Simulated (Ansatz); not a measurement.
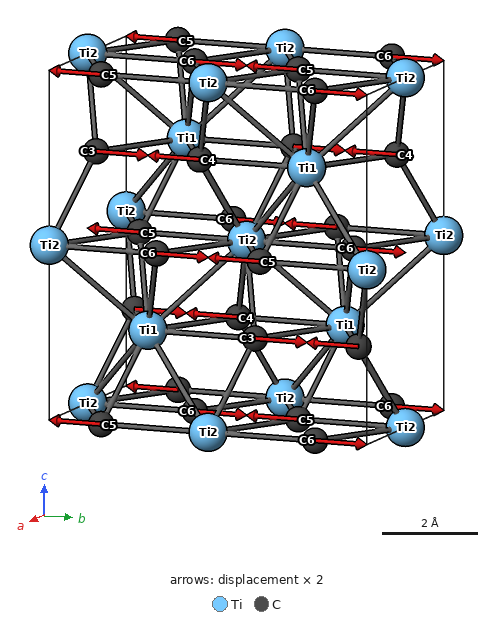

This is a relaxation of crystalline TiC2 (a generated structure, set up in Fddd) (coarse preliminary run). The starting structure is drawn; red arrows show the displacements (the part carried along by the change of the cell is left out), 2 times their true length.

A ball-and-stick model of the conventional cell (4 times the calculation's cell), seen slightly off an axis. Lengths and directions refer to the drawn axes.

Case: Si → C on all its sites, cell and atoms relaxed.

Level of theory: Ansatz 0.2.0, DFT PBE, scalar-relativistic, plane waves, PAW. Set-up: plane-wave cutoff 420 eV; k-point mesh 6 × 6 × 6; occupations gaussian; smearing width 0.1 eV; no spin polarisation; cell and atoms relaxed; force threshold 0.05 eV/Å; at most 60 steps.

### What did the optimiser do to the structure, and how much energy did it gain?

The energy falls by 643 meV per atom in 9 accepted moves (11 points after the start). Largest force component: 0.35 eV/Å at the start, 0.0097 eV/Å at the end. Pressure: −19.50 GPa at the start and 0.08 GPa at the end. At 2 points the geometry stayed and the basis and grid were re-selected for the new cell (energy shift of 3.9 meV per atom at most each time). The largest moves relative to the cell, 0.61 Å, are those of C3, C4, C5 and C6. C6 goes along +b. Ti stays in place. The drawn cell changes as follows: a 4.209 → 4.077 Å (−3.1 %), b 7.240 → 8.371 Å (+15.6 %), c 7.493 → 6.262 Å (−16.4 %); the volume changes by −6.4 %. Among the contacts that change: Ti1–C3 2.439 → 3.428 Å, C3–C4 2.363 → 1.515 Å, Ti1–C3 (another image) 2.413 → 2.174 Å, Ti1–C5 2.239 → 2.296 Å. New bonds form: C3–C4 (2.36 → 1.51 Å), C5–C6 (2.36 → 1.51 Å). Among the angles between lasting bonds that change: Ti1–C5–Ti1 147.4° → 108.9°, Ti2–C5–Ti2 121.4° → 139.2°, Ti1–C5–Ti2 123.2° → 128.2°. The space group stays Fddd (No. 70). Cost: 43 s on 1 thread of Intel(R) Xeon(R) Platinum 8488C (Sapphire Rapids) (shared host), peak memory 0.44 GiB.
